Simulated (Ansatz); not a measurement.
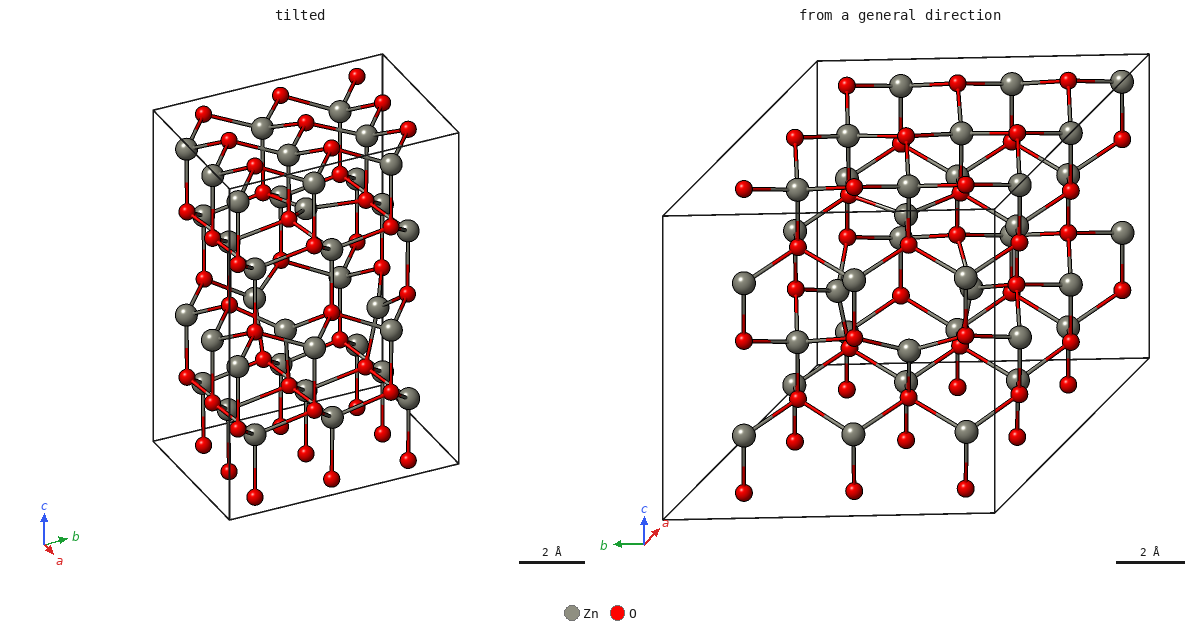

An orthographic ball-and-stick view of the structure, slightly off an axis and from a general direction. The wireframe shows the supercell. The host is ZnO, in a cell of 72 sites, and the cell carries a charge of +2.

**Name the defect and give its surroundings.**

An oxygen vacancy. Around the empty site lie four Zn at about 2.4 to 2.5 Å.

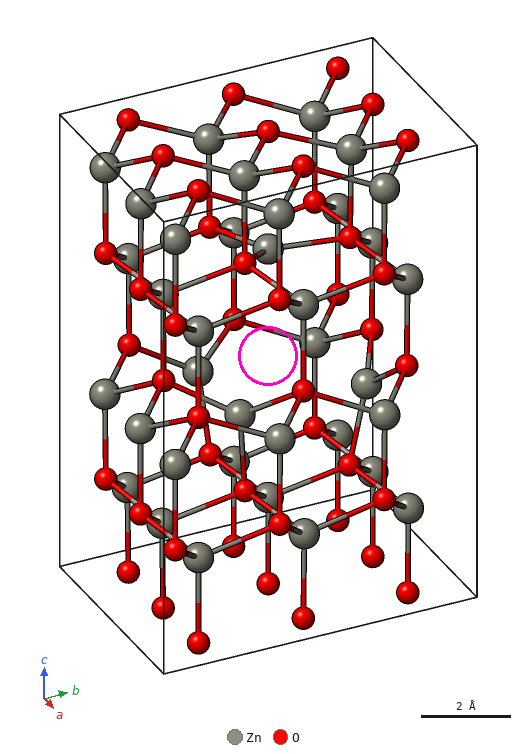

The same cell with a ring at the defect's site.

The atoms were relaxed in the host's cell with Ansatz, DFT PBE, scalar-relativistic, plane waves, PAW.
